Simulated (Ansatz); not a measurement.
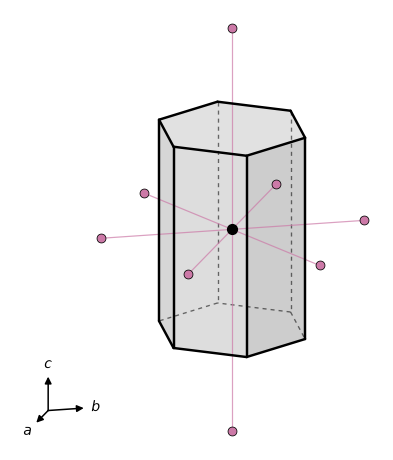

Crystal: PtSe2, coordinates from a relaxation (final pressure about 4.9 GPa) with DFT PBEsol, scalar-relativistic, plane waves, PAW in Ansatz 0.2.0. The Wigner–Seitz cell of the crystal's lattice, with lines to the lattice points that define its faces. Geometry calculated from the standardised cell; symmetry tolerance 0.002 Å.

a = 3.571 Å, b = 3.571 Å, c = 5.742 Å, α = 90.00°, β = 90.00°, γ = 120.00°; space group No. 164, P-3m1.

Q: Which of Fedorov's five parallelohedra is it?

A: A hexagonal prism: 8 faces (6 with 4 edges, 2 with 6 edges), 18 edges, 12 vertices. Its volume is that of the primitive cell, 63.4 Å³.

Q: Which lattice vectors do the faces bisect?

A:
| example | length (Å) | faces | edges of each | area (Å²) |
| --- | --- | --- | --- | --- |
| a + b | 3.57 | 6 | 4 | 11.8 |
| c | 5.74 | 2 | 6 | 11.0 |
